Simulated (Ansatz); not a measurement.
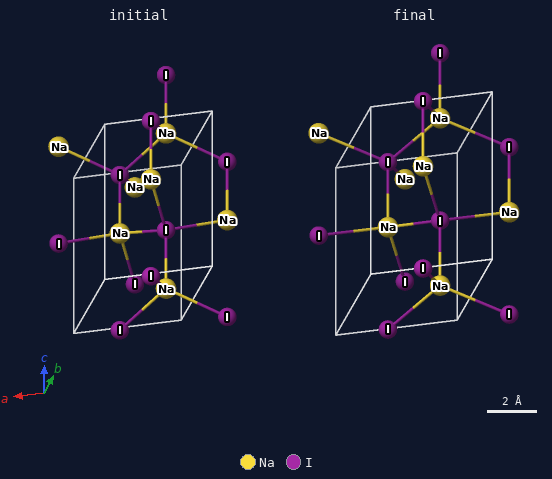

The structure of crystalline NaI (a generated structure, set up in P6_3mc) before (left) and after (right) a relaxation, at one scale.

Style: ball-and-stick. Shown: the cell of the calculation, from a free direction.

Case: cell and atoms relaxed from a first guess.

Level of theory: DFT, PBE, PAW with Ansatz's default frozen-core files, scalar-relativistic in Ansatz 0.2.0. Settings: plane-wave cutoff 420 eV; k-point mesh 10 × 10 × 6; occupations fermi dirac; smearing width 0.08 eV; no spin polarisation; cell and atoms relaxed; force threshold 0.005 eV/Å; at most 80 steps.

**What changed between the two?**

The largest moves relative to the cell, 0.051 Å, are those of Na and I atoms. Largest moves by element: Na 0.051 Å, I 0.051 Å. Cell: a = b 4.556 → 5.145 Å (+12.9 %), c 7.426 → 8.006 Å (+7.8 %). Volume +37.5 %. Near-neighbour distances that change, for instance: I–Na 2.792 → 3.112 Å. Among the angles between lasting bonds that change: I–Na–I 109.3° → 106.7°, Na–I–Na 109.3° → 106.7°, I–Na–I 109.6° → 112.1°. The space group stays P6_3mc (No. 186). The energy falls by 0.823 eV per cell of the calculation in 9 accepted moves (11 points after the start). The largest force component goes from 0.0056 to under 0.0001 eV/Å. Pressure: 7.02 GPa at the start and −0.01 GPa at the end. The SCF was repeated twice at an unchanged geometry on a basis and grid sized afresh for the cell, which shifted the energy by 16.7 meV per cell of the calculation at most. The run took roughly 7 core-minutes on a shared host.
